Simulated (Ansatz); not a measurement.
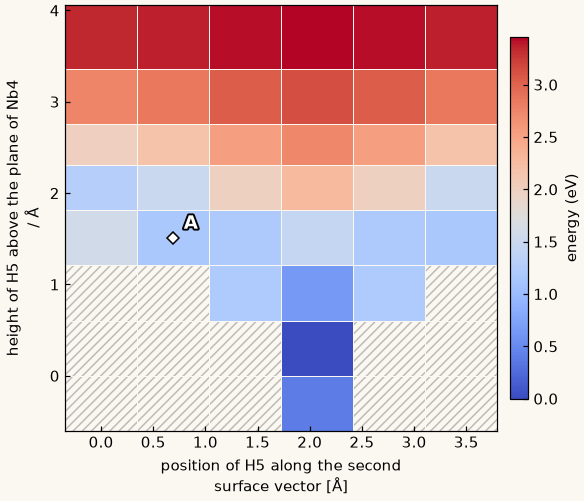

H on a Nb(110) slab cut from the Fm-3m phase, its upper half relaxed before the scan (4 atoms of substrate and one adsorbate in a 1 × 1 cell). H is moved along a line over the surface and along the normal, above a rigid substrate. First axis: position of H5 along the second surface vector, from above Nb4. Second axis: height of H5 above the plane of Nb4. The grid has 6 × 8 points; 24 points were computed and 11 follow by symmetry. At 13 points there is no value (left out of the scan, as a rule where atoms come close). Points are written as (first, second). Energies: eV, counted from the lowest grid point. The runs have no spin polarisation, so an open-shell adsorbate far from the surface lies too high. The calculation used DFT LDA, scalar-relativistic, plane waves, PAW in Ansatz 0.2.0. Settings: cutoff 420 eV, k-mesh 9×7×1, gaussian smearing 0.1 eV, no spin polarisation.

The picture shows one coloured cell a grid point, hatched blanks where no value was computed, the point A.

Which way does the force act at A, and how strong is it?

Answer. A, at (0.69 Å, 1.51 Å), is not a stationary point. The computed force is 0.58 eV for each Å towards larger values of the first coordinate and 1.8 eV for each Å towards larger values of the second coordinate.
